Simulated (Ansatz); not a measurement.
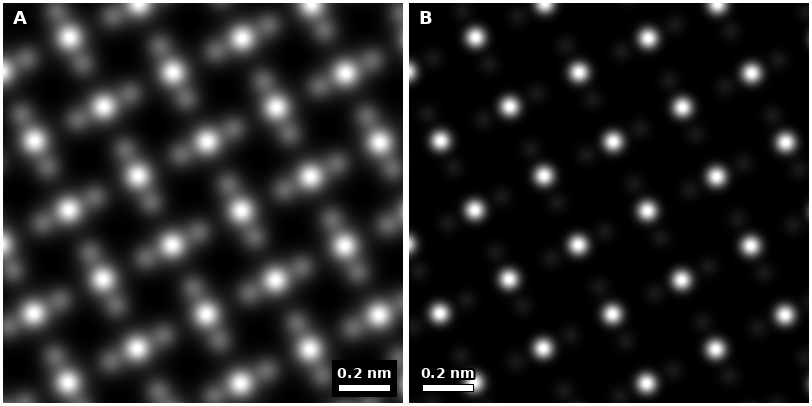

Two simulated images of the same area of GeO2 (P4_2/mnm, No. 136) along [001], with a probe of 0.66 Å. One is incoherent Z contrast (Z^1.7 per atom), the other the projected potential of neutral atoms blurred by the probe (iDPC-like, thin sample). Brightness is counted from the darkest point of the image. Structure: the geometry relaxed at a target pressure of 4 GPa with Ansatz, DFT PBE, scalar-relativistic, plane waves, PAW.

> Which panel is which, and how can one tell?

B is the Z-contrast image and A the potential image. The columns of 1 O per repeat reach about 9 % of the brightest peak (1 Ge) in B but about 40 % in A, mainly since the potential grows much more slowly with atomic number.
